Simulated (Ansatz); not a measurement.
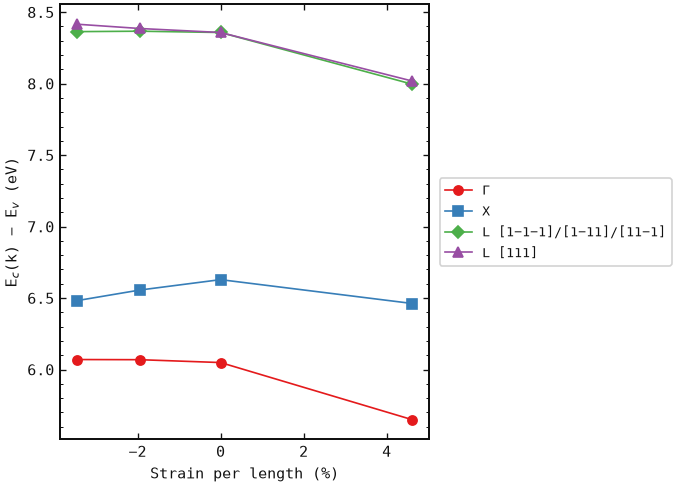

Lowest conduction level at each named k point, counted from the valence-band top at Γ. The names follow the standardised cell of this lattice; in reduced coordinates of the cell that was run, X is (−0.5, −0.5, 0).

System: zincblende LiCl, space group F-43m (No. 216), 2 atoms in the primitive cell, relaxed with r2SCAN; unstrained, cubic a = 5.466 Å. The cell is strained biaxially in the (111) plane; the length along [111] and the atoms are relaxed again with r2SCAN. Points keep the names and reduced coordinates of the unstrained primitive cell. Method: PBE, Ansatz PAW set, no spin polarisation, no spin-orbit coupling, 8×8×8 k mesh, 420 eV cutoff, Fermi-Dirac smearing of 0.02 eV (Ansatz).

Q: How does each level move from −3.46 % to +4.62 %?

A: Γ falls by 0.42 eV, X goes from 6.48 through a maximum of 6.63 eV near 0 % to 6.46 eV, L [1−1−1]/[1−11]/[11−1] falls by 0.36 eV and L [111] falls by 0.40 eV.

Q: Which of these conduction levels is lowest, and does that change?

A: The lowest is the one at Γ, over the whole range, so among these points the gap stays direct.

The values:
| strain | Γ (eV) | X (eV) | L [1−1−1]/[1−11]/[11−1] (eV) | L [111] (eV) |
| --- | --- | --- | --- | --- |
| −3.46 % | 6.07 | 6.48 | 8.36 | 8.42 |
| −1.95 % | 6.07 | 6.56 | 8.37 | 8.39 |
| 0 % | 6.05 | 6.63 | 8.36 | 8.36 |
| +4.62 % | 5.65 | 6.46 | 8.00 | 8.02 |

The strain splits the threefold valence top at Γ, and levels count from its highest part. LDA, GGA and most meta-GGA functionals understate gaps. The usual form of LiCl is rocksalt.
